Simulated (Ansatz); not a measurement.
The compound is Cu2O (space group Pn-3m, No. 224), taken as the end point of a relaxation with Ansatz, DFT PBE, scalar-relativistic, plane waves, PAW.

```xyz
6
Lattice="4.2982 0.0000 0.0000 0.0000 4.2982 0.0000 0.0000 0.0000 4.2982" Properties=species:S:1:pos:R:3 pbc="T T T"
Cu    1.0746    1.0746    1.0746
Cu    1.0746    3.2237    3.2237
Cu    3.2237    3.2237    1.0746
Cu    3.2237    1.0746    3.2237
O     0.0000    0.0000    0.0000
O     2.1491    2.1491    2.1491
```

Bonds are taken as Cu–O below 2.1 Å; no other contact counts. The graph is simplified in the usual way: terminal and isolated atoms are pruned, two-connected atoms become edges.

What net does this leave?

The result is a uninodal 4-connected, three-periodic net: O is a 4-connected node. Cu becomes part of the edges. It is the dia net, known from diamond, zinc blende and cristobalite. Two identical nets interpenetrate without a bond between them.

| node | links | point symbol | coordination sequence |
| --- | --- | --- | --- |
| O | 4 | 6⁶ | 4 12 24 42 64 92 |

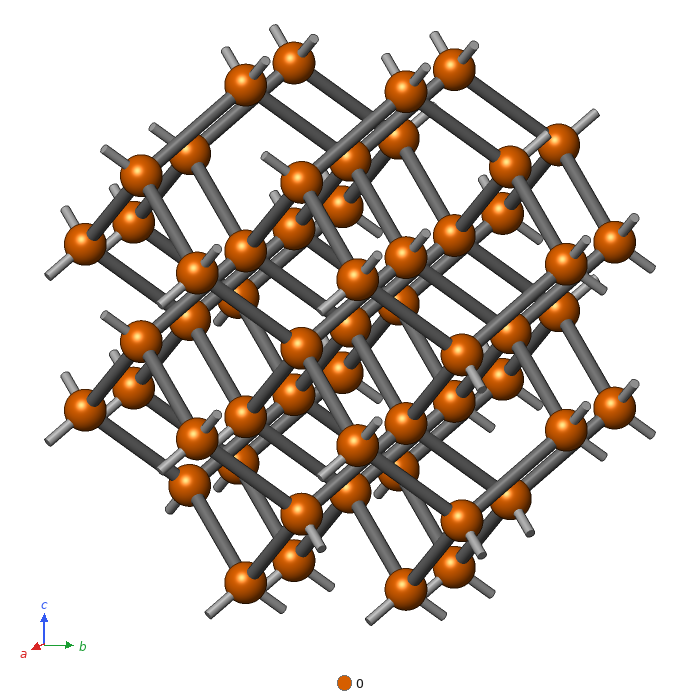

Nodes are coloured by topological kind. Edges to nodes outside the piece are drawn as stubs.
